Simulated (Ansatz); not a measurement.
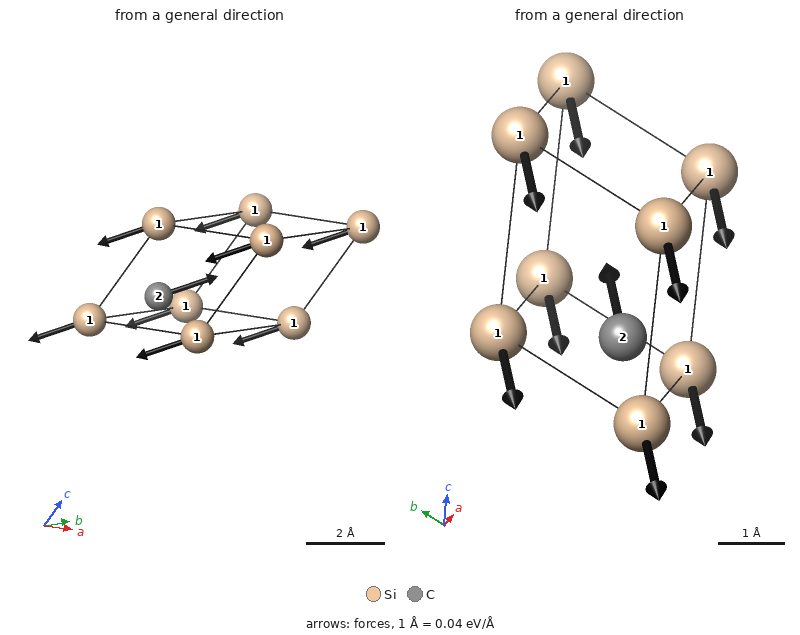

This spheres-only model is shown from two general directions. The lines enclose the simulation cell; boundary atoms appear with their images. The arrows are the computed forces on the atoms.

System: SiC. Calculation details: DFT, PBE, plane waves, PAW in Ansatz; a kinetic-energy cutoff of 420 eV, a 10×10×10 k-point grid, Fermi-Dirac smearing of 0.02 eV, no spin polarisation.

Question: Are the atoms in equilibrium?

Answer: No. The atoms still feel forces of up to about 0.051 eV/Å, above a usual threshold of 0.01 to 0.03 eV/Å.

Question: Identify the atom with the maximum force.

Answer: Si1 and C2, about 0.051 eV/Å.

It derives from a structure type filled with these elements by a generator (whether the compound takes this form wasn't checked). The cell was then strained or its atoms displaced on purpose. It was run through Ansatz as a DFT input.
